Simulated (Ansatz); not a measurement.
## How the geometry moves the gap of BN (P6_3/mmc)

Aim: gaps of BN (P6_3/mmc) at the database cell and after a full relaxation.

Calculated with Ansatz 0.2.0; PBE, HSE06 and G0W0, plane waves, PAW.

The database entry behind the starting cell differs from later determinations by our own check (about 0.3 % short, minor phase), so it need not match the best structure at ambient conditions.

## (1) The structure

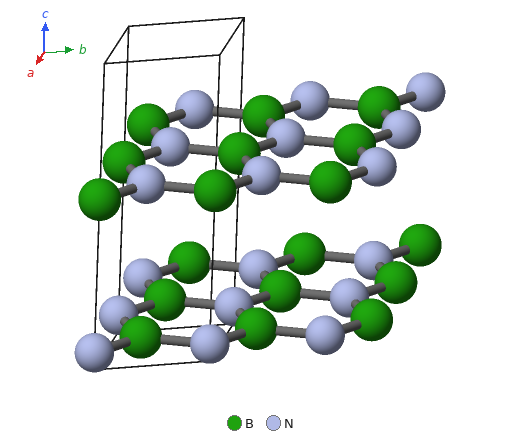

The starting structure, seen slightly off an axis (boron green, nitrogen light blue). 3×3×1 cells are drawn.

The cell and positions come from the Crystallography Open Database and are kept as given unless a step says otherwise. The default PAW set here is soft_2. Its files were made with PBE.

## (2) PBE bands at the given cell

Levels along a band path, at the cheap level, show where the edges lie and whether the meshes to come will hold them.

This step: DFT, PBE, plane waves, PAW.

The input, input.yaml:

```yaml
crystal:
  lattice:
    - [2.49824, 0.0, 0.0]
    - [-1.24912, 2.1635393048, 0.0]
    - [0.0, 0.0, 6.6357]
  atoms:
    - { symbol: B, position: [0.3333333333, 0.6666666667, 0.25] }
    - { symbol: B, position: [0.6666666667, 0.3333333333, 0.75] }
    - { symbol: "N", position: [0.3333333333, 0.6666666667, 0.75] }
    - { symbol: "N", position: [0.6666666667, 0.3333333333, 0.25] }
kpoints:
  mp_grid: { grid: [12, 12, 4] }
  band_path:
    path:
      - [[0.0, 0.0, 0.0], [0.5, 0.0, 0.0], [0.33333333, 0.33333333, 0.0], [0.0, 0.0, 0.0], [0.0, 0.0, 0.5], [0.5, 0.0, 0.5], [0.33333333, 0.33333333, 0.5], [0.0, 0.0, 0.5]]
      - [[0.5, 0.0, 0.5], [0.5, 0.0, 0.0]]
      - [[0.33333333, 0.33333333, 0.5], [0.33333333, 0.33333333, 0.0]]
    npoints: 10
hamiltonian:
  xc: pbe
scf:
  occupations: { method: fermi_dirac, width: 0.02 }
  n_extra_bands: 5
output:
  eigenvalues: true
  write_density: true
  write_potential: true
  elf: true
  volumetric_format: npy
```

Launch:

```sh
$ ansatz run input.yaml --threads 2 --pin off --max-ram 92160MiB --backend cuda --events-out ev --progress --plain --runs-dir out --devices 1 --max-vram 13GiB  # rebuilt from the run's record
```

Numbers of over 12 decimals in the logs are rounded to 6 here.

What it wrote:

```text
scf.n_extra_bands = 5 over 8 filled bands (N_el = 16.0): the run solves 13 bands
GPUs: using 1 of 1 available (devices: 1).
Engine: ansatz 0.2.0, x86_64-unknown-linux-gnu
Pseudopotentials: kind: paw
Pseudopotential: B, paw, valence charge 3, recommended cutoff 420 eV (normal), B.paw.azcp
Pseudopotential: N, paw, valence charge 5, recommended cutoff 420 eV (normal), N.paw.azcp
Functional definition: PBE
  parameter kappa = 0.804
  parameter beta = 0.066725
  exchange = pbe_x(kappa = kappa, mu = beta*pi^2/3)
  correlation = pbe_c(beta = beta)
device memory: the entry about to start is reckoned to put 1.2 GiB on a device that reports 51.8 GiB free (of which the cap on the GPU budget leaves the run 13.0 GiB)
GPU FFT provider: cuFFT
GPU libraries: cuBLAS 13.8.2, cuFFT 12.4.0, cuSOLVER 12.3.4
Crystal: 4 atoms, lattice volume = 35.866 Å³
Basis set: ecut = 420 eV, 689 PW (Γ)
Bands: 13, of which v1, the nominal top of the filled ones, is band 8 counted from 1 (7 counted from 0)
Symmetry: 24 space group operations
Space group: P63/mmc (ITA 194), of the structure as read, at distance tolerance 3.3e-5 Å
k-points: 57 of 576
Non-local potential: B, projectors of the file, l = 0: 2, l = 1: 2, l = 2: 1
Non-local potential: N, projectors of the file, l = 0: 2, l = 1: 2, l = 2: 1
PAW form: soft (Blöchl's): semilocal exchange-correlation on the pseudo side does not see the compensation charge
PAW one-centre angular grid: B, 110 points (default); XC on 64 Gauss nodes
PAW one-centre angular grid: N, 110 points (default); XC on 64 Gauss nodes
Initial density: superposition of atomic densities (neutral atoms: chi_scale 0, normalization atom), corrected by the library's trained network
Initial wavefunctions: pseudopotential atomic-orbital guess
GPU buffer pool allocated for 14580 grid points (all kernels)
GPU transforms: local potential and band sums: pruned to the plane-wave sphere, on 18×18×45
Functional: x = pbe(κ = 0.804, μ = 0.219515), c = pbe(β = 0.066725)
SCF iter   1: F=—  HF=-1084.800422 eV  |F-HF|=—  |Δ(HF+E_count)|=         —  Δρ=1.47e-3  dr2=2.10e-4  ethr=1.77e-3  ⟨swp⟩=6.1  Hψ=4506  notcnv=0
preconditioner: auto → none  [insulator: Δε(μ)=4.289 eV  Ē_g=16.650 eV  σ=0.020 eV  W_gap=1.00  n_scr=4 (ndim 8)  ℏωp=24.8 eV  f_vac=0.022  D(μ)=0.00/eV (n_scr^D=0)  ε∞_Penn≈3.2]
SCF iter   2: F=—  HF=-1084.801471 eV  |F-HF|=—  |Δ(HF+E_count)|=   1.05e-3  Δρ=7.45e-4  dr2=4.27e-5  ethr=1.32e-6  ⟨swp⟩=2.2  Hψ=1832  notcnv=0  defer=38
SCF iter   3: F=—  HF=-1084.801794 eV  |F-HF|=—  |Δ(HF+E_count)|=   3.23e-4  Δρ=3.38e-4  dr2=8.66e-6  ethr=2.67e-7  ⟨swp⟩=2.0  Hψ=1097  notcnv=0  defer=38
iter 4 did not close the SCF: its close was put off for the readings that it lacked (scf_convergence_deferred on its scf_iter line)
SCF iter   4: F=-1084.801869 eV  HF=-1084.801869 eV  |F-HF|=3.17e-7  |Δ(HF+E_count)|=   7.53e-5  Δρ=2.31e-5  dr2=6.56e-8  ethr=5.41e-8  ⟨swp⟩=2.1  Hψ=1138  notcnv=0  defer=38
iter 5 did not close the SCF: its close was put off for the readings that it lacked (scf_convergence_deferred on its scf_iter line)
SCF iter   5: F=-1084.801869 eV  HF=-1084.801869 eV  |F-HF|=8.09e-9  |Δ(HF+E_count)|=   3.47e-7  Δρ=4.81e-6  dr2=4.99e-9  ethr=4.10e-10  ⟨swp⟩=2.0  Hψ=1136  notcnv=0  defer=38
SCF iter   6: F=-1084.801869 eV  HF=-1084.801869 eV  |F-HF|=2.30e-10  |Δ(HF+E_count)|=   1.05e-8  Δρ=6.49e-7  dr2=7.89e-11  ethr=3.12e-11  ⟨swp⟩=4.2  Hψ=2895  notcnv=0
SCF 1 converged in 6 iterations: F = -1084.801869 eV  dr2 = 7.89e-11
[...]
device memory: the entry about to start is reckoned to put 0.8 GiB on a device that reports 54.0 GiB free (of which the cap on the GPU budget leaves the run 13.0 GiB)
NSCF: frozen V_eff on 93 k-points, pencils in batches of 32, up to order 60
SCF converged after 6 iterations
Free energy (F): -1084.801869 eV
Harris-Foulkes:  -1084.801869 eV  (|F-HF|=2.30e-10)
Internal energy: -1084.801869 eV  (E = F + TS)
E sigma→0 (E₀):  -1084.801869 eV
Fermi energy:    6.955085 eV
--- Per-component energies (eV) ---
  E_band       = -37.449839
  E_kinetic    = 367.634256
  E_local      = -693.890090  (includes V_loc(G=0)·N_el)
  E_nonlocal   = 115.817566
  E_hartree    = 223.929579
  E_xc         = -184.631298
  E_vxc        = -229.080254  (∫ρ·V_xc dr)
  E_paw        = -413.730872  (= ΣΔE_a)
  E_vpaw       = -45.790782  (= ΣTr[D̂ρ^β])
  E_aug_tail   = 0.000198  (compensation charges beyond the density's cutoff)
  E_ewald      = -499.931209
  E_smearing   = -0.000000  (= −TS)
  E_closure    = 0.000000  (closes the sum)
  Σ components = -1084.801869   (vs F -1084.801869, Δ=0.00e0)
--- Band table (eV; the first three rows and the last of 57) ---
  k-point 0: bands = [... 4 lower, 3.4723, 3.4723, 3.5094, 3.5094, 10.0609, 15.1421, 16.4271, 16.4271, ... 1 higher]
  k-point 1: bands = [... 4 lower, 3.4778, 3.4778, 3.5036, 3.5036, 10.7629, 14.2441, 16.4450, 16.4450, ... 1 higher]
  k-point 2: bands = [... 4 lower, 3.4903, 3.4903, 3.4903, 3.4903, 12.4360, 12.4360, 16.4878, 16.4878, ... 1 higher]
  k-point 56: bands = [... 4 lower, -2.3641, -2.3641, 4.7929, 4.7929, 9.4565, 9.4565, 16.8378, 16.8378, ... 1 higher]
```

Elapsed: 3.2 s, on 1 × NVIDIA H100 80GB HBM3 (shared by 6 runs) with 2 threads of AMD EPYC 7R13 (Zen 3), shared host; peak memory 0.89 GiB; 3.7 s of CPU time.

The column dr2 measures how far the density is from self-consistency, as an energy; F and HF (Harris–Foulkes) agree once it is small.

Numbers from this step:

* filled bands: 8
* gap: 4.252 eV
* valence top at: k = (0.300, 0.300, 0.000)
* conduction bottom at: M
* least direct gap: 4.664 eV

The gap is indirect, with the least direct gap 0.41 eV higher.

## (3) The relaxed cell

Cell and ions were relaxed with PBE-D3(BJ); that run is not shown. It left this cell:

The structure is hexagonal, space group P6_3/mmc (No. 194). Conventional cell: a = 2.506 Å, b = 2.506 Å, c = 6.615 Å, α = 90.00°, β = 90.00°, γ = 120.00°. Nearest to B lie 3 N at 1.45 Å. N has 3 B at 1.45 Å nearest. Farther neighbours and most contacts between anions are not listed.

## (4) PBE at the relaxed cell

The cell differs from the one that the last finished run ended in (a 2.498 → 2.506 Å, b 2.498 → 2.506 Å, c 6.636 → 6.615 Å).

input.yaml, as its differences from that of step 2:

```diff
@@ -2,5 +2,5 @@
   lattice:
-    - [2.49824, 0.0, 0.0]
-    - [-1.24912, 2.1635393048, 0.0]
-    - [0.0, 0.0, 6.6357]
+    - [2.5064457758, 0.0, 0.0]
+    - [-1.2532228879, 2.1706457151, 0.0]
+    - [0.0, 0.0, 6.6147398685]
   atoms:
@@ -25,5 +25 @@
   eigenvalues: true
-  write_density: true
-  write_potential: true
-  elf: true
-  volumetric_format: npy
```

What it wrote:

```text
[...]
GPUs: using 1 of 1 available (devices: 1).
[...]
GPU FFT provider: cuFFT
GPU libraries: cuBLAS 13.8.2, cuFFT 12.4.0, cuSOLVER 12.3.4
Crystal: 4 atoms, lattice volume = 35.988 Å³
Basis set: ecut = 420 eV, 713 PW (Γ)
Bands: 13, of which v1, the nominal top of the filled ones, is band 8 counted from 1 (7 counted from 0)
[... 1 set-up line as in the run before ...]
[...]
k-points: 57 of 576
[...]
--- Band table (eV; the first three rows and the last of 57) ---
  k-point 0: bands = [... 4 lower, 3.4356, 3.4356, 3.4733, 3.4733, 10.0554, 15.1190, 16.3174, 16.3174, ... 1 higher]
  k-point 1: bands = [... 4 lower, 3.4414, 3.4414, 3.4686, 3.4686, 10.7616, 14.2295, 16.3360, 16.3360, ... 1 higher]
  k-point 2: bands = [... 4 lower, 3.4547, 3.4547, 3.4547, 3.4547, 12.4357, 12.4357, 16.3804, 16.3804, ... 1 higher]
  k-point 56: bands = [... 4 lower, -2.3779, -2.3779, 4.7678, 4.7678, 9.4053, 9.4053, 16.7793, 16.7793, ... 1 higher]
[key lines of the parts left out:]
SCF converged after 6 iterations
Free energy (F): -1084.806022 eV
Fermi energy:    6.921811 eV
```

Elapsed: 4.2 s, on 1 × NVIDIA H100 80GB HBM3 (shared by 6 runs) with 2 threads; peak memory 0.88 GiB; 5.5 s of CPU time.

Numbers from this step:

```
gap                  : 4.227 eV
valence top at       : k = (0.300, 0.300, 0.000)
conduction bottom at : M
least direct gap     : 4.638 eV
```

The gap is indirect, with the least direct gap 0.41 eV higher.

## (5) HSE06 at the relaxed cell

HSE06 mixes in a quarter of exact exchange at short range. Exchange couples all pairs of k points, which makes a full band path dear, so levels are read on the mesh and at chosen points.

This step: DFT, HSE06, plane waves, PAW.

input.yaml, the sections that differ from step 4:

```yaml
kpoints:
  mp_grid: { grid: [6, 6, 2] }
  band_path:
    path:
      - [0.0, 0.0, 0.0]
      - [0.5, 0.0, 0.0]
      - [0.33333333, 0.33333333, 0.0]
      - [0.0, 0.0, 0.5]
      - [0.5, 0.0, 0.5]
      - [0.33333333, 0.33333333, 0.5]
      - [0.299999997, 0.299999997, 0.0]
    npoints: 1
hamiltonian:
  xc: hse06
scf:
  occupations: { method: fixed }
  n_extra_bands: 5
# crystal, output: as in step 4
```

What it wrote:

```text
[...]
GPUs: using 1 of 1 available (devices: 1).
[...]
davidson cushion auto → on  (no smearing: the cushion is to keep the highest requested band from converging to the state above it; pin scf.eigensolver.cushion to override)
[...]
GPU FFT provider: cuFFT
GPU libraries: cuBLAS 13.8.2, cuFFT 12.4.0, cuSOLVER 12.3.4
Crystal: 4 atoms, lattice volume = 35.988 Å³
Basis set: ecut = 420 eV, 713 PW (Γ)
[...]
Fermi energy:    3.954714 eV
[...]
--- Band table (eV; the first three rows and the last of 14) ---
  k-point 0: bands = [... 4 lower, 2.3742, 2.3742, 2.4163, 2.4163, 10.4187, 16.0422, 17.2470, 17.2470, ... 1 higher]
  k-point 1: bands = [... 4 lower, 2.3954, 2.3954, 2.3954, 2.3954, 12.9909, 12.9909, 17.3184, 17.3184, ... 1 higher]
  k-point 2: bands = [... 4 lower, 0.2399, 0.2859, 1.4161, 1.4724, 11.3446, 15.5485, 16.5936, 17.0711, ... 1 higher]
  k-point 13: bands = [... 4 lower, -3.9925, -3.9925, 3.9547, 3.9547, 10.0010, 10.0010, 17.2523, 17.2523, ... 1 higher]
[key lines of the parts left out:]
Free energy (F): -1085.032957 eV
```

Run time: 7.2 s. Hardware: 1 × NVIDIA H100 80GB HBM3 (shared by 6 runs) with 2 threads; peak memory 1.1 GiB.

Numbers from this step:

* gap: 5.534 eV
* valence top at: k = (0.300, 0.300, 0.000)
* conduction bottom at: M
* least direct gap: 6.046 eV

The gap stands +1.31 eV against PBE.

## (6) G0W0 at the relaxed cell

Now the one-shot GW correction: screening in the RPA, then the self-energy of the levels asked for.

This step: G0W0 on PBE, plane waves, PAW.

The input, input.yaml:

```yaml
crystal:
  lattice:
    - [2.5064457758, 0.0, 0.0]
    - [-1.2532228879, 2.1706457151, 0.0]
    - [0.0, 0.0, 6.6147398685]
  atoms:
    - { symbol: B, position: [0.3333333333, 0.6666666667, 0.25] }
    - { symbol: B, position: [0.6666666667, 0.3333333333, 0.75] }
    - { symbol: "N", position: [0.3333333333, 0.6666666667, 0.75] }
    - { symbol: "N", position: [0.6666666667, 0.3333333333, 0.25] }
kpoints:
  mp_grid: { grid: [9, 9, 2] }
hamiltonian:
  xc: pbe
scf:
  occupations: { method: fixed }
gw:
  n_empty_bands: 107
  ecut_chi: 120
  qp_bands: [v2, c2]
  qp_kpoints: band_edges
  screening: { model: contour_deformation }
```

What it wrote:

```text
GPUs: using 1 of 1 available (devices: 1).
[...]
GPU FFT provider: cuFFT
GPU libraries: cuBLAS 13.8.2, cuFFT 12.4.0, cuSOLVER 12.3.4
Crystal: 4 atoms, lattice volume = 35.988 Å³
Basis set: ecut = 420 eV, 713 PW (Γ)
Bands: 12, of which v1, the nominal top of the filled ones, is band 8 counted from 1 (7 counted from 0)
[... 1 set-up line as in the run before ...]
[...]
k-points: 24 of 162
[...]
1    10     12.4364    -6.4668    -4.4332   -11.5434  0.8131    13.0847    13.0797  root
[...]
23     7      4.7684   -20.6097     2.6375   -17.1943  0.7843     3.9841     3.9906  root
    23     8      4.7684   -20.6097     2.6375   -17.1943  0.7843     3.9841     3.9906  root
    23     9      9.4057    -6.1727    -4.5574   -11.5476  0.8099    10.2302    10.2232  root
    23    10      9.4057    -6.1727    -4.5574   -11.5476  0.8099    10.2302    10.2232  root
[key lines of the parts left out:]
SCF converged after 6 iterations
Free energy (F): -1084.805183 eV
Fermi energy:    4.768446 eV
```

Run time: 12 s. Hardware: 1 × NVIDIA H100 80GB HBM3 (shared by 6 runs) with 2 threads; peak memory 1.1 GiB.

Numbers from this step:

```yaml
bands_summed: 115
rpa_eps_infinity_on_this_mesh_eigenvalues: 2.553, 4.579, 4.579
plane_waves_in_the_screening_matrix: 107
g0w0_gap_on_the_mesh: 5.885 eV
k_of_the_valence_top: 0.3333, 0.3333, -0.5
k_of_the_conduction_bottom: 0.1111, 0.4444, 0
starting_gap_on_the_mesh: 4.391 eV
least_direct_g0w0_gap_on_the_computed_points: 6.207 eV
```

The gap on the mesh goes from 4.39 eV to 5.88 eV, a correction of +1.49 eV. Between the two edge states, bare exchange in place of the xc potential would open the gap by 8.50 eV, and correlation takes back 7.01 eV. The start differs from the 4.23 eV found before because this mesh misses an edge.

## (7) G0W0 at the given cell

input.yaml, as its differences from that of step 6:

```diff
@@ -2,5 +2,5 @@
   lattice:
-    - [2.5064457758, 0.0, 0.0]
-    - [-1.2532228879, 2.1706457151, 0.0]
-    - [0.0, 0.0, 6.6147398685]
+    - [2.49824, 0.0, 0.0]
+    - [-1.24912, 2.1635393048, 0.0]
+    - [0.0, 0.0, 6.6357]
   atoms:
```

What it wrote:

```text
GPUs: using 1 of 1 available (devices: 1).
[...]
GPU FFT provider: cuFFT
GPU libraries: cuBLAS 13.8.2, cuFFT 12.4.0, cuSOLVER 12.3.4
Crystal: 4 atoms, lattice volume = 35.866 Å³
Basis set: ecut = 420 eV, 689 PW (Γ)
Bands: 12, of which v1, the nominal top of the filled ones, is band 8 counted from 1 (7 counted from 0)
[... 1 set-up line as in the run before ...]
[...]
k-points: 24 of 162
[...]
1    10     12.4367    -6.3642    -4.4106   -11.4058  0.8146    13.0725    13.0677  root
[...]
23     7      4.7935   -20.6259     2.6299   -17.2111  0.7851     4.0020     4.0086  root
    23     8      4.7935   -20.6259     2.6299   -17.2111  0.7851     4.0020     4.0086  root
    23     9      9.4569    -6.1903    -4.5527   -11.5679  0.8106    10.2888    10.2818  root
    23    10      9.4569    -6.1903    -4.5527   -11.5679  0.8106    10.2888    10.2818  root
[key lines of the parts left out:]
SCF converged after 6 iterations
Free energy (F): -1084.801081 eV
Fermi energy:    4.793511 eV
```

The job ended after 12 s (1 × NVIDIA H100 80GB HBM3 (shared by 6 runs) with 2 threads; peak memory 1.1 GiB; 17 s of CPU time).

This step gave:

* bands summed: 115
* RPA ε∞ on this mesh (eigenvalues): 2.533, 4.558, 4.558
* plane waves in the screening matrix: 107
* G0W0 gap on the mesh: 5.919 eV
* k of the valence top: 0.3333, 0.3333, -0.5
* k of the conduction bottom: 0.1111, 0.4444, 0
* starting gap on the mesh: 4.413 eV
* least direct G0W0 gap on the computed points: 6.258 eV

The gap on the mesh goes from 4.41 eV to 5.92 eV, a correction of +1.51 eV. Between the two edge states, bare exchange in place of the xc potential would open the gap by 8.50 eV, and correlation takes back 6.99 eV. The start differs from the 4.25 eV found before because this mesh misses an edge.

## (8) Together

G0W0 rows are gaps on the mesh, lowered by the amount that the mesh misses the start's edges, a rough step that assumes the same correction there.

| level | given cell (eV) | relaxed cell (eV) | change (eV) |
| --- | --- | --- | --- |
| PBE | 4.25 | 4.23 | −0.02 |
| HSE06 | - | 5.53 | - |
| G0W0@PBE | 5.76 | 5.72 | −0.04 |

## (9) Results

- volume change: +0.3 %
- PBE, given cell: 4.25 eV
- PBE, relaxed cell: 4.23 eV
- HSE06, relaxed cell: 5.53 eV
- G0W0@PBE, relaxed cell: 5.72 eV
- G0W0@PBE, given cell: 5.76 eV
- known limits: not at the basis limit; coarse k mesh

In words: Relaxation changes the volume by +0.3 % and the gap by −0.02 eV (PBE) and −0.04 eV (G0W0@PBE). Bands and cutoff are finite, so the gap is not at the basis limit. The miss can reach some tenths of an eV and take either sign; the mesh is an error of its own. The 9×9×2 mesh is coarse for this cell (its supercell is 13 Å along the shortest edge). The RPA ε∞ on it, from the PBE start, is 2.53 and 4.56; such meshes misread the long-range screening, most where the gap is narrow.

[Paths, hosts, dates, memory and timing lines, banners, echoed tables and standing remarks are left out of the program output.]

[Logs are printed without paths, hosts, clocks, repeated set-up lines and the standing remarks that a program may print on its own settings, such as how far it seeks lower states.]

[Runs of the session that timed out or met a known fault of the program may be left out.]

[Cells called generated may have been cut or substituted from an entry of the Crystallography Open Database or the Materials Project.]

[Hosts, paths, dates, database ids (printed as entryN), source tags and the programs' standing remarks are cut or masked in the printed files.]
